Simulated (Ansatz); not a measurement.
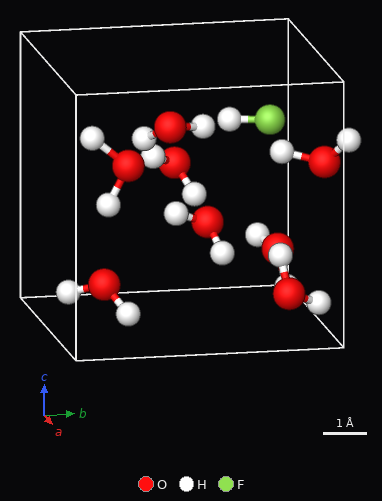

Starting frame of a dynamics run of a periodic cell with 8 H2O + 1 HF at 0.995 g/cm³. It starts from the last geometry of an earlier run, with fresh velocities. A ball-and-stick model of the simulation cell, seen slightly off an axis.

Method: DFT PBE-D3(BJ), scalar-relativistic, plane waves, PAW in Ansatz 0.2.0.

Input
```yaml
crystal:
  lattice:
    - [6.495065, 0.0, 0.0]
    - [0.0, 6.495065, 0.0]
    - [0.0, 0.0, 6.495065]
  atoms:
    - { symbol: O, position: [0.69778246, -0.014483, 0.62465166] }
    - { symbol: H, position: [0.78228437, 0.0590443, 0.72323734] }
    - { symbol: H, position: [0.6592989, -0.16516474, 0.66200965] }
    - { symbol: O, position: [0.46740667, 0.21130637, 0.14664789] }
    - { symbol: H, position: [0.56499406, 0.2804699, 0.0560209] }
    - { symbol: H, position: [0.39157856, 0.09279432, 0.10613855] }
    - { symbol: O, position: [0.07787591, 0.55438255, 0.49595778] }
    - { symbol: H, position: [0.18288964, 0.60638541, 0.40025244] }
    - { symbol: H, position: [0.17391097, 0.45408798, 0.54723972] }
    - { symbol: O, position: [0.42008263, 0.31077785, 0.57716574] }
    - { symbol: H, position: [0.41660382, 0.23707797, 0.43306039] }
    - { symbol: H, position: [0.40688008, 0.17877688, 0.68425343] }
    - { symbol: O, position: [0.80017966, 0.38846379, 0.80875335] }
    - { symbol: H, position: [0.66007714, 0.31998019, 0.73649205] }
    - { symbol: H, position: [0.71571571, 0.52843307, 0.78542003] }
    - { symbol: O, position: [0.7768623, 0.83735422, 0.15467356] }
    - { symbol: H, position: [0.71187695, 0.96183621, 0.1001888] }
    - { symbol: H, position: [0.71449298, 0.81776297, 0.28630361] }
    - { symbol: O, position: [0.62568912, 0.56415813, 0.40245464] }
    - { symbol: H, position: [0.66813083, 0.43808528, 0.45048079] }
    - { symbol: H, position: [0.73279112, 0.59685854, 0.30955484] }
    - { symbol: O, position: [0.15028947, 0.92479537, 0.17112961] }
    - { symbol: H, position: [0.13375746, 0.96183005, 0.02410689] }
    - { symbol: H, position: [0.01793376, 0.87648327, 0.19501737] }
    - { symbol: F, position: [0.12568426, 0.90076037, 0.65220729] }
    - { symbol: H, position: [0.08030389, 0.75918013, 0.64988516] }
basis:
  ecutwfc: 420.0
kpoints:
  mp_grid: { grid: [1, 1, 1] }
hamiltonian:
  xc: pbe
  dispersion: d3bj
scf:
  occupations: { method: fermi_dirac, width: 0.02 }
  lower_state_search: "off"
md:
  timestep: 0.75
  n_steps: 400
  ensemble: nvt_langevin
  temperature: 1500.0
  initial_velocities: maxwell_boltzmann
  seed: 624078
  friction: 0.05
```

Run as
```bash
ansatz run input.yaml --threads 1 --pin off --max-ram 3072MiB --backend cpu --events-out ev --progress --plain --runs-dir out
```

What does the trajectory do?

Answer. The mean temperature in the second half is 1518 K (standard deviation 246 K). The potential energy in the second half lies on average 13.1 meV per atom above the first frame. In the second half of the run the atoms are, in the root-mean-square, this far from where they began (common drift taken out): H 1.44 Å, O 0.99 Å, F 0.64 Å. The heavy atoms stay within a fraction of a molecule's size of their starting places; so short a run doesn't tell a liquid from a solid.

Along the run (each row but the first and the last is the mean over the interval that it begins):

```json
{"time (fs)": "0.0", "potential energy (meV/atom)": "0.0", "T (K)": "1442"}
{"time (fs)": "37.5", "potential energy (meV/atom)": "20.9", "T (K)": "1469"}
{"time (fs)": "75.0", "potential energy (meV/atom)": "-0.6", "T (K)": "1332"}
{"time (fs)": "112.5", "potential energy (meV/atom)": "-13.7", "T (K)": "1245"}
{"time (fs)": "150.0", "potential energy (meV/atom)": "-5.8", "T (K)": "1341"}
{"time (fs)": "187.5", "potential energy (meV/atom)": "12.4", "T (K)": "1678"}
{"time (fs)": "225.0", "potential energy (meV/atom)": "17.5", "T (K)": "1535"}
{"time (fs)": "262.5", "potential energy (meV/atom)": "28.4", "T (K)": "1515"}
{"time (fs)": "300.0", "potential energy (meV/atom)": "13.6", "T (K)": "1638"}
```

The paths of the atoms:

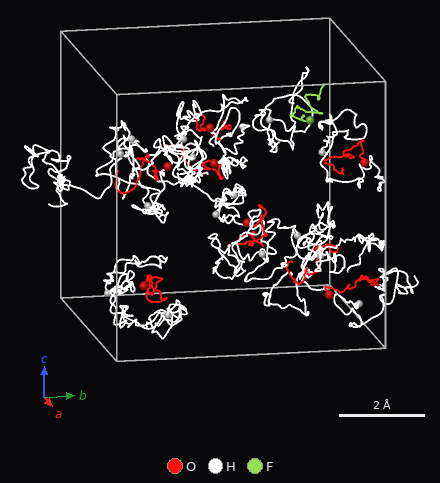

Limits of the set-up: the periodic images lie only 6.5 Å apart, so the values are limited by the cell's size.

The run took 9.8 min on 1 thread of Arm Neoverse V2, with other jobs on the host, peak memory 0.39 GiB.
